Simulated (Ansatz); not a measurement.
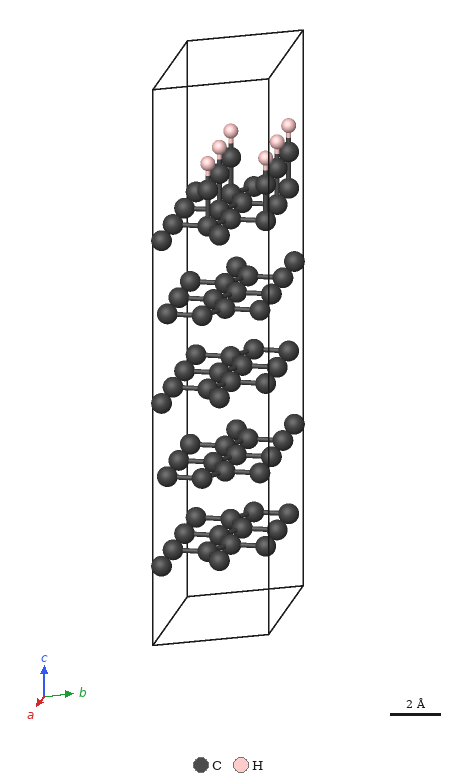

**Figure 1.** The input geometry (ball-and-stick view of the 3 × 2 repeat of the cell, with the vacuum cut short, seen slightly off an axis). An atom can appear more than once, as a periodic image.

**Geometry relaxation of C$_{11}$H (part 1 of 3)**

The run: geometry relaxation of C$_{11}$H (slab, 12 atoms in the cell). Method and program: DFT PBE+D3(BJ), scalar-relativistic, plane waves, PAW, no spin polarisation (Ansatz 0.2.0).

The structure derives from a Materials Project entry. The input holds or restrains some coordinates. Forces given for the steps count only the free coordinates. It belongs to a series of runs on one base structure; here: CH put at a top C site.

What the program printed
```
Engine: ansatz 0.2.0, x86_64-unknown-linux-gnu
Pseudopotentials: kind: paw
Pseudopotential: C, paw, valence charge 4, recommended cutoff 420 eV (normal), C.paw.azcp
Pseudopotential: H, paw, valence charge 1, recommended cutoff 420 eV (normal), H.paw.azcp
Functional definition: PBE
  parameter kappa = 0.804
  parameter beta = 0.06672455060314922
  exchange = pbe_x(kappa = kappa, mu = beta*pi^2/3)
  correlation = pbe_c(beta = beta)
Crystal: 12 atoms, lattice volume = 177.313 Å³
Basis set: ecut = 420 eV, 3347 PW (Γ), exchange–correlation on 36×36×480 points (8 copies of the dense FFT grid, shifted against one another)
Bands: 35, of which v1, the nominal top of the filled ones, is band 23 counted from 1 (22 counted from 0)
Symmetry: 2 space group operations
Space group: Cm (ITA 8), of the structure as read, at distance tolerance 5.6e-5 Å
k-points: 43 of 144 (time reversal used)
Non-local potential: C, projectors of the file, l = 0: 2, l = 1: 2, l = 2: 1
Non-local potential: H, projectors of the file, l = 0: 2, l = 1: 1
PAW form: soft (Blöchl's): semilocal exchange-correlation on the pseudo side does not see the compensation charge
PAW one-centre angular grid: C, 110 points (default); XC on 64 Gauss nodes
PAW one-centre angular grid: H, 110 points (default); XC on 64 Gauss nodes
Initial density: superposition of atomic densities (neutral atoms: chi_scale 0, normalization atom), corrected by the library's trained network
Initial wavefunctions: pseudopotential atomic-orbital guess
Functional: x = pbe(κ = 0.804, μ = 0.2195149727645171), c = pbe(β = 0.06672455060314922)
SCF iter   1: F=—  HF=-2771.467298 eV  |F-HF|=—  |Δ(HF+E_count)|=         —  Δρ=7.16e-3  dr2=8.80e-1  ethr=1.77e-3  p=0.035 e·Å  D=3.55e-2 V/Å  ΔV_dip=-1.19 eV  dr2_dipole=5.05e-1  V_vac-E_F(+/−)=2.54/3.73 eV  ⟨swp⟩=11.2  Hψ=9715  notcnv=0  defer=55
efield: sawtooth ramp at fractional position 0.9729 (placed from the atoms, in the widest stretch of the axis that holds none; the zero of the levels goes with the place), width 0.0400; the density the first Hamiltonian is built on has a dipole p = 0.035 e·Å; the dipole correction subtracts the counter field D = 3.55e-2 V/Å, which shifts the + side's vacuum level by -1.19 eV against the − side's; the planar-averaged density in the ramp window peaks in size at 1.3e-5 e/Å³
preconditioner: auto → LDOS  [insulator: Δε(μ)=0.114 eV  Ē_g=14.984 eV  σ=0.100 eV  W_gap=0.54  n_scr=22 (ndim 8)  ℏωp=18.7 eV  f_vac=0.439  D(μ)=1.26/eV (n_scr^D=12)  ε∞_Penn≈2.6  β→1.0]
SCF iter   2: F=—  HF=-2781.037776 eV  |F-HF|=—  |Δ(HF+E_count)|=    9.57e0  Δρ=1.00e-1  dr2=1.12e3  ethr=1.77e-3  p=0.267 e·Å  D=2.72e-1 V/Å  ΔV_dip=-9.17 eV  dr2_dipole=9.32e2  V_vac-E_F(+/−)=0.67/9.84 eV  ⟨swp⟩=5.1  Hψ=3098  notcnv=0  defer=242  recentre
SCF iter   3: F=—  HF=-2771.458513 eV  |F-HF|=—  |Δ(HF+E_count)|=    9.58e0  Δρ=5.98e-3  dr2=7.87e-1  ethr=1.77e-3  p=0.031 e·Å  D=3.18e-2 V/Å  ΔV_dip=-1.07 eV  dr2_dipole=4.85e-1  V_vac-E_F(+/−)=2.54/3.61 eV  ⟨swp⟩=3.1  Hψ=2674  notcnv=0  defer=172
SCF iter   4: F=—  HF=-2771.447895 eV  |F-HF|=—  |Δ(HF+E_count)|=   1.06e-2  Δρ=3.98e-3  dr2=4.19e-1  ethr=1.75e-3  p=0.022 e·Å  D=2.29e-2 V/Å  ΔV_dip=-0.77 eV  dr2_dipole=2.95e-1  V_vac-E_F(+/−)=2.69/3.46 eV  ⟨swp⟩=1.5  Hψ=1895  notcnv=0  defer=189
SCF iter   5: F=—  HF=-2771.432208 eV  |F-HF|=—  |Δ(HF+E_count)|=   1.57e-2  Δρ=2.36e-3  dr2=2.40e-1  ethr=9.32e-4  p=0.023 e·Å  D=2.33e-2 V/Å  ΔV_dip=-0.78 eV  dr2_dipole=1.79e-1  V_vac-E_F(+/−)=2.92/3.70 eV  ⟨swp⟩=1.7  Hψ=1878  notcnv=0  defer=225
SCF iter   6: F=—  HF=-2771.415541 eV  |F-HF|=—  |Δ(HF+E_count)|=   1.67e-2  Δρ=1.21e-3  dr2=9.41e-3  ethr=5.33e-4  p=0.033 e·Å  D=3.38e-2 V/Å  ΔV_dip=-1.14 eV  dr2_dipole=4.12e-3  V_vac-E_F(+/−)=3.18/4.32 eV  ⟨swp⟩=2.2  Hψ=1498  notcnv=0  defer=219
SCF iter   7: F=—  HF=-2771.414941 eV  |F-HF|=—  |Δ(HF+E_count)|=   6.00e-4  Δρ=6.98e-4  dr2=3.00e-3  ethr=2.09e-5  p=0.031 e·Å  D=3.12e-2 V/Å  ΔV_dip=-1.05 eV  dr2_dipole=8.78e-5  V_vac-E_F(+/−)=3.19/4.24 eV  ⟨swp⟩=1.5  Hψ=1966  notcnv=0  defer=200
SCF iter   8: F=—  HF=-2771.416334 eV  |F-HF|=—  |Δ(HF+E_count)|=   1.39e-3  Δρ=7.15e-4  dr2=2.68e-2  ethr=6.66e-6  p=0.034 e·Å  D=3.47e-2 V/Å  ΔV_dip=-1.17 eV  dr2_dipole=2.19e-2  V_vac-E_F(+/−)=3.24/4.41 eV  ⟨swp⟩=2.3  Hψ=1871  notcnv=0  defer=200  recentre
SCF iter   9: F=—  HF=-2771.414900 eV  |F-HF|=—  |Δ(HF+E_count)|=   1.43e-3  Δρ=3.30e-4  dr2=7.24e-3  ethr=6.66e-6  p=0.031 e·Å  D=3.17e-2 V/Å  ΔV_dip=-1.07 eV  dr2_dipole=6.44e-3  V_vac-E_F(+/−)=3.24/4.31 eV  ⟨swp⟩=1.7  Hψ=1812  notcnv=0  defer=202
SCF iter  10: F=—  HF=-2771.414733 eV  |F-HF|=—  |Δ(HF+E_count)|=   1.67e-4  Δρ=2.29e-4  dr2=1.24e-3  ethr=6.66e-6  p=0.029 e·Å  D=2.94e-2 V/Å  ΔV_dip=-0.99 eV  dr2_dipole=8.27e-4  V_vac-E_F(+/−)=3.24/4.23 eV  ⟨swp⟩=1.2  Hψ=1304  notcnv=0  defer=202
SCF iter  11: F=—  HF=-2771.414655 eV  |F-HF|=—  |Δ(HF+E_count)|=   7.72e-5  Δρ=6.09e-5  dr2=3.20e-5  ethr=2.76e-6  p=0.029 e·Å  D=3.00e-2 V/Å  ΔV_dip=-1.01 eV  dr2_dipole=8.42e-7  V_vac-E_F(+/−)=3.25/4.26 eV  ⟨swp⟩=1.0  Hψ=1260  notcnv=0  defer=202
SCF iter  12: F=—  HF=-2771.414654 eV  |F-HF|=—  |Δ(HF+E_count)|=   1.74e-6  Δρ=3.65e-5  dr2=1.13e-4  ethr=5.00e-8  p=0.029 e·Å  D=3.00e-2 V/Å  ΔV_dip=-1.01 eV  dr2_dipole=1.11e-4  V_vac-E_F(+/−)=3.26/4.27 eV  ⟨swp⟩=23.4  Hψ=10042  notcnv=0
SCF iter  13: F=-2771.414617 eV  HF=-2771.414650 eV  |F-HF|=3.34e-5  |Δ(HF+E_count)|=   3.51e-6  Δρ=1.62e-5  dr2=1.62e-5  ethr=5.00e-8  p=0.029 e·Å  D=2.98e-2 V/Å  ΔV_dip=-1.00 eV  dr2_dipole=1.78e-5  V_vac-E_F(+/−)=3.26/4.26 eV  ⟨swp⟩=8.4  Hψ=5716  notcnv=0
WARN: dispersion: an atom stands within reach of a switch of its C6 between two reference coordination numbers of its element: through that C6 alone, e_disp changes by 0.025 eV or more while the distances to its neighbours run over a stretch of 0.05 Å that contains this geometry (sites counted from 0 in the run's list of atoms or, in a supercell that it derives, in that cell's: here a list of 12) — site 10 (C): coordination number 3.368 (about 3.02 to 3.71 with every neighbour 0.05 Å farther or nearer), switch near 3.492 between the references 2.999 (weight 0.73) and 3.984 (weight 0.27), e_disp changing by some 0.03 eV. This is how the published method behaves, and the energy and the forces stay consistent. Where you compare this geometry's total energy with another's, compare their components.e_disp too, and, where the geometries are yours to choose, keep both on one side of the switch, which a site's coordination number tells: a relaxation that ends in reach of it can search the other side under relax.adjacent_minimum: search, except where no move that the cell, the constraints and the symmetry allow carries the atom there
SCF 1 converged in 13 iterations: F = -2771.414617 eV  dr2 = 1.62e-5
  greatest PAW one-centre occupation: 0.684 electrons in one spin orbital (limit 2), on the C atom at site 10 (counted from 0), in its partial waves of l = 0
relax step   1: F+E_penalty+E_count = -2771.41461675 eV  Δ(F+E_penalty+E_count) = +0.000e0 eV  max|allowed force component| = 4.082e0 eV/Å  Δτ_max = 0.0000 Å  (13 SCF iters, dr2 threshold 2.25e-5 eV, accepted)
Initial density: handed on by an earlier stage of this run
Initial wavefunctions: those handed on with the density
SCF iter   1: F=—  HF=-2772.136896 eV  |F-HF|=—  |Δ(HF+E_count)|=         —  Δρ=2.34e-2  dr2=1.82e0  ethr=3.10e-3  p=0.029 e·Å  D=2.98e-2 V/Å  ΔV_dip=-1.00 eV  dr2_dipole=1.80e-1  V_vac-E_F(+/−)=3.68/4.69 eV  ⟨swp⟩=4.3  Hψ=5580  notcnv=0  defer=117
efield: sawtooth ramp at fractional position 0.9729 (handed on by an earlier solve), width 0.0400; the density the first Hamiltonian is built on has a dipole p = 0.029 e·Å; the dipole correction subtracts the counter field D = 2.98e-2 V/Å, which shifts the + side's vacuum level by -1.00 eV against the − side's; the planar-averaged density in the ramp window peaks in size at 2.0e-6 e/Å³
preconditioner: auto → LDOS  [metal: Δε(μ)=0.052 eV  Ē_g=14.898 eV  σ=0.100 eV  W_gap=0.28  n_scr=22 (ndim 8)  ℏωp=18.7 eV  f_vac=0.438  D(μ)=1.95/eV (n_scr^D=14)  β→1.0]
SCF iter   2: F=—  HF=-2772.077991 eV  |F-HF|=—  |Δ(HF+E_count)|=   5.89e-2  Δρ=1.28e-2  dr2=9.65e-1  ethr=3.10e-3  p=0.016 e·Å  D=1.63e-2 V/Å  ΔV_dip=-0.55 eV  dr2_dipole=1.76e-1  V_vac-E_F(+/−)=3.48/4.03 eV  ⟨swp⟩=3.1  Hψ=3083  notcnv=0  defer=239
SCF iter   3: F=—  HF=-2771.885495 eV  |F-HF|=—  |Δ(HF+E_count)|=   1.92e-1  Δρ=3.70e-3  dr2=1.17e-1  ethr=2.15e-3  p=0.025 e·Å  D=2.53e-2 V/Å  ΔV_dip=-0.85 eV  dr2_dipole=1.19e-2  V_vac-E_F(+/−)=3.49/4.34 eV  ⟨swp⟩=2.7  Hψ=2633  notcnv=0  defer=233
SCF iter   4: F=—  HF=-2771.876536 eV  |F-HF|=—  |Δ(HF+E_count)|=   8.96e-3  Δρ=2.09e-3  dr2=3.51e-2  ethr=2.60e-4  p=0.022 e·Å  D=2.27e-2 V/Å  ΔV_dip=-0.77 eV  dr2_dipole=6.42e-3  V_vac-E_F(+/−)=3.48/4.24 eV  ⟨swp⟩=1.8  Hψ=1557  notcnv=0  defer=236
SCF iter   5: F=—  HF=-2771.874726 eV  |F-HF|=—  |Δ(HF+E_count)|=   1.81e-3  Δρ=1.38e-3  dr2=1.20e-2  ethr=7.80e-5  p=0.023 e·Å  D=2.38e-2 V/Å  ΔV_dip=-0.80 eV  dr2_dipole=1.28e-3  V_vac-E_F(+/−)=3.45/4.25 eV  ⟨swp⟩=1.1  Hψ=1555  notcnv=0  defer=237
SCF iter   6: F=—  HF=-2771.874176 eV  |F-HF|=—  |Δ(HF+E_count)|=   5.50e-4  Δρ=6.00e-4  dr2=2.01e-3  ethr=2.66e-5  p=0.024 e·Å  D=2.44e-2 V/Å  ΔV_dip=-0.82 eV  dr2_dipole=4.13e-5  V_vac-E_F(+/−)=3.42/4.25 eV  ⟨swp⟩=1.3  Hψ=1578  notcnv=0  defer=239
SCF iter   7: F=—  HF=-2771.874035 eV  |F-HF|=—  |Δ(HF+E_count)|=   1.41e-4  Δρ=1.89e-4  dr2=2.02e-4  ethr=4.47e-6  p=0.025 e·Å  D=2.53e-2 V/Å  ΔV_dip=-0.85 eV  dr2_dipole=5.80e-5  V_vac-E_F(+/−)=3.41/4.27 eV  ⟨swp⟩=2.0  Hψ=1850  notcnv=0  defer=244
SCF iter   8: F=-2771.873978 eV  HF=-2771.874014 eV  |F-HF|=3.66e-5  |Δ(HF+E_count)|=   2.06e-5  Δρ=7.46e-5  dr2=3.28e-5  ethr=2.22e-7  p=0.025 e·Å  D=2.52e-2 V/Å  ΔV_dip=-0.85 eV  dr2_dipole=1.57e-5  V_vac-E_F(+/−)=3.41/4.26 eV  ⟨swp⟩=18.4  Hψ=10392  notcnv=0
SCF 2 converged in 8 iterations: F = -2771.873978 eV  dr2 = 3.28e-5
  greatest PAW one-centre occupation: 0.687 electrons in one spin orbital (limit 2), on the C atom at site 10 (counted from 0), in its partial waves of l = 0
relax step   2: F+E_penalty+E_count = -2771.87397784 eV  Δ(F+E_penalty+E_count) = -4.594e-1 eV  max|allowed force component| = 3.738e0 eV/Å  Δτ_max = 0.1789 Å  (8 SCF iters, dr2 threshold 1.00e-4 eV, accepted)
[... from here on the SCF iterations and repeated set-up lines of each step are left out, up to the last step ...]
SCF 3 converged in 12 iterations: F = -2772.423412 eV  dr2 = 1.84e-5
relax step   3: F+E_penalty+E_count = -2772.42341224 eV  Δ(F+E_penalty+E_count) = -5.494e-1 eV  max|allowed force component| = 1.442e0 eV/Å  Δτ_max = 0.1946 Å  (12 SCF iters, dr2 threshold 1.00e-4 eV, accepted)
SCF 4 converged in 9 iterations: F = -2772.550519 eV  dr2 = 3.95e-5
relax step   4: F+E_penalty+E_count = -2772.55051913 eV  Δ(F+E_penalty+E_count) = -1.271e-1 eV  max|allowed force component| = 9.015e-1 eV/Å  Δτ_max = 0.1910 Å  (9 SCF iters, dr2 threshold 1.00e-4 eV, accepted)
SCF 5 converged in 9 iterations: F = -2772.690959 eV  dr2 = 6.71e-6
relax step   5: F+E_penalty+E_count = -2772.69095862 eV  Δ(F+E_penalty+E_count) = -1.404e-1 eV  max|allowed force component| = 1.060e0 eV/Å  Δτ_max = 0.2000 Å  (9 SCF iters, dr2 threshold 1.00e-4 eV, accepted)
SCF 6 converged in 9 iterations: F = -2772.833749 eV  dr2 = 1.39e-5
relax step   6: F+E_penalty+E_count = -2772.83374950 eV  Δ(F+E_penalty+E_count) = -1.428e-1 eV  max|allowed force component| = 1.872e0 eV/Å  Δτ_max = 0.1339 Å  (9 SCF iters, dr2 threshold 1.00e-4 eV, accepted)
SCF 7 converged in 8 iterations: F = -2773.101007 eV  dr2 = 6.56e-6
relax step   7: F+E_penalty+E_count = -2773.10100695 eV  Δ(F+E_penalty+E_count) = -2.673e-1 eV  max|allowed force component| = 1.376e0 eV/Å  Δτ_max = 0.1951 Å  (8 SCF iters, dr2 threshold 1.00e-4 eV, accepted)
SCF 8 converged in 7 iterations: F = -2773.301732 eV  dr2 = 8.52e-6
relax step   8: F+E_penalty+E_count = -2773.30173220 eV  Δ(F+E_penalty+E_count) = -2.007e-1 eV  max|allowed force component| = 6.226e-1 eV/Å  Δτ_max = 0.1951 Å  (7 SCF iters, dr2 threshold 1.00e-4 eV, accepted)
SCF 9 converged in 7 iterations: F = -2773.367170 eV  dr2 = 1.51e-5
relax step   9: F+E_penalty+E_count = -2773.36716975 eV  Δ(F+E_penalty+E_count) = -6.544e-2 eV  max|allowed force component| = 4.890e-1 eV/Å  Δτ_max = 0.1952 Å  (7 SCF iters, dr2 threshold 7.93e-5 eV, accepted)
SCF 10 converged in 6 iterations: F = -2773.382486 eV  dr2 = 4.45e-5
relax step  10: F+E_penalty+E_count = -2773.38248629 eV  Δ(F+E_penalty+E_count) = -1.532e-2 eV  max|allowed force component| = 1.961e-1 eV/Å  Δτ_max = 0.1133 Å  (6 SCF iters, dr2 threshold 4.89e-5 eV, accepted)
SCF 11 converged in 9 iterations: F = -2773.389613 eV  dr2 = 4.80e-8
relax step  11: F+E_penalty+E_count = -2773.38961285 eV  Δ(F+E_penalty+E_count) = -7.127e-3 eV  max|allowed force component| = 1.971e-2 eV/Å  Δτ_max = 0.1254 Å  (9 SCF iters, dr2 threshold 6.19e-6 eV, accepted)
SCF 12 converged in 2 iterations: F = -2773.389613 eV  dr2 = 9.84e-9
relax step  12: F+E_penalty+E_count = -2773.38961288 eV  Δ(F+E_penalty+E_count) = -3.243e-8 eV  max|allowed force component| = 1.974e-2 eV/Å  Δτ_max = 0.0000 Å  (2 SCF iters, accepted)
SCF 13 converged in 11 iterations: F = -2773.392261 eV  dr2 = 4.41e-10
relax step  13: F+E_penalty+E_count = -2773.39226098 eV  Δ(F+E_penalty+E_count) = -2.648e-3 eV  max|allowed force component| = 4.538e-2 eV/Å  Δτ_max = 0.1585 Å  (11 SCF iters, accepted)
SCF 14 converged in 11 iterations: F = -2773.354309 eV  dr2 = 1.48e-9
relax step  14: F+E_penalty+E_count = -2773.35430918 eV  Δ(F+E_penalty+E_count) = +3.795e-2 eV  max|allowed force component| = 1.164e0 eV/Å  Δτ_max = 0.1945 Å  (11 SCF iters, dr2 threshold 2.06e-6 eV, rejected (line search))
SCF 15 converged in 11 iterations: F = -2773.393473 eV  dr2 = 1.69e-10
relax step  15: F+E_penalty+E_count = -2773.39347330 eV  Δ(F+E_penalty+E_count) = -1.212e-3 eV  max|allowed force component| = 6.428e-2 eV/Å  Δτ_max = 0.0948 Å  (11 SCF iters, accepted)
SCF 16 converged in 12 iterations: F = -2773.395802 eV  dr2 = 1.86e-11
relax step  16: F+E_penalty+E_count = -2773.39580179 eV  Δ(F+E_penalty+E_count) = -2.328e-3 eV  max|allowed force component| = 5.431e-2 eV/Å  Δτ_max = 0.0965 Å  (12 SCF iters, dr2 threshold 4.13e-6 eV, accepted)
SCF 17 converged in 10 iterations: F = -2773.397707 eV  dr2 = 1.41e-9
relax step  17: F+E_penalty+E_count = -2773.39770693 eV  Δ(F+E_penalty+E_count) = -1.905e-3 eV  max|allowed force component| = 5.615e-2 eV/Å  Δτ_max = 0.1494 Å  (10 SCF iters, dr2 threshold 2.11e-6 eV, accepted)
SCF 18 converged in 10 iterations: F = -2773.400249 eV  dr2 = 1.03e-9
relax step  18: F+E_penalty+E_count = -2773.40024911 eV  Δ(F+E_penalty+E_count) = -2.542e-3 eV  max|allowed force component| = 4.320e-2 eV/Å  Δτ_max = 0.1907 Å  (10 SCF iters, dr2 threshold 2.25e-6 eV, accepted)
SCF 19 converged in 8 iterations: F = -2773.401448 eV  dr2 = 3.34e-8
relax step  19: F+E_penalty+E_count = -2773.40144805 eV  Δ(F+E_penalty+E_count) = -1.199e-3 eV  max|allowed force component| = 7.628e-2 eV/Å  Δτ_max = 0.1944 Å  (8 SCF iters, dr2 threshold 1.11e-6 eV, accepted)
SCF 20 converged in 8 iterations: F = -2773.404829 eV  dr2 = 1.38e-8
relax step  20: F+E_penalty+E_count = -2773.40482879 eV  Δ(F+E_penalty+E_count) = -3.381e-3 eV  max|allowed force component| = 4.689e-2 eV/Å  Δτ_max = 0.1908 Å  (8 SCF iters, dr2 threshold 3.44e-6 eV, accepted)
SCF 21 converged in 10 iterations: F = -2773.406135 eV  dr2 = 1.23e-9
```
